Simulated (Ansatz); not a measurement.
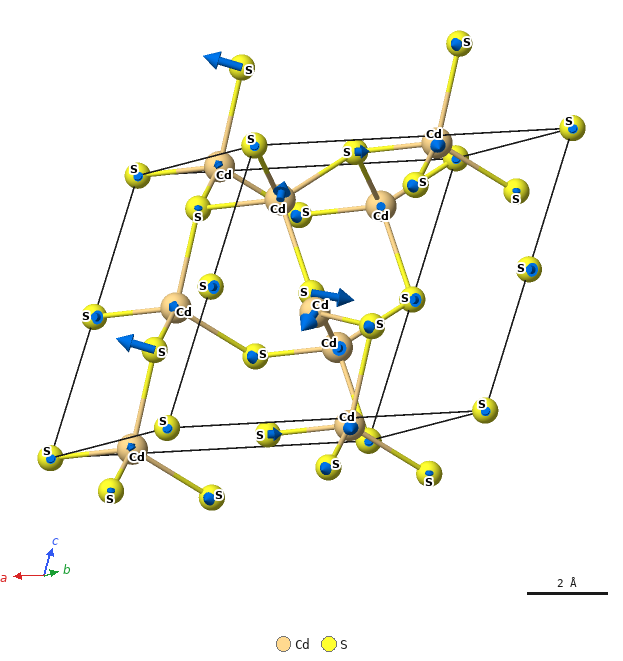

This is a relaxation of a defect cell of composition Cd7S8 (started half-way along a vacancy jump, in the symmetry of that start). The starting structure is drawn; blue arrows show the displacements, at their true length.

A ball-and-stick model of the cell of the calculation (origin shifted), seen from a free direction.

These are results of DFT PBE, scalar-relativistic, plane waves, PAW in Ansatz 0.2.0, not measurements. (plane-wave cutoff 420 eV; k-point mesh 4 × 4 × 4; occupations gaussian; smearing width 0.05 eV; no spin polarisation; atoms relaxed in a fixed cell; force threshold 0.02 eV/Å; at most 60 steps)

> Atoms of which element are displaced furthest, and by how much?

Sulfur: up to 1.11 Å, against 0.76 Å for cadmium.

> What did the optimiser do to the structure, and how much energy did it gain?

After 19 accepted moves (20 points after the start) the energy has fallen by 18.051 eV per cell of the calculation. Largest force component: 46 eV/Å at the start, 0.0056 eV/Å at the end. The line search rejected the trial step at point 14 of the run. The atom that moves furthest is an S atom (1.11 Å roughly along [−3 −1 −1]). Largest moves by element: S 1.11 Å, Cd 0.76 Å. The lattice vectors keep their values. Among the contacts that change: S–S 4.186 → 2.115 Å, Cd–S 1.489 → 2.561 Å, Cd–S 2.565 → 3.591 Å, Cd–S 3.320 → 2.603 Å. New bonds form: Cd–S (3.32 → 2.60 Å), Cd–S (3.32 → 2.61 Å), S–S (4.19 → 2.12 Å). Bonds break: Cd–S (2.57 → 3.59 Å). Bond angles that change, for instance: S–Cd–S 150.9° → 109.4°, S–Cd–S 109.8° → 134.1°, S–Cd–S 109.2° → 129.5°.

Limits of the set-up: the periodic images lie only 8.0 Å apart, so the values are limited by the cell's size.
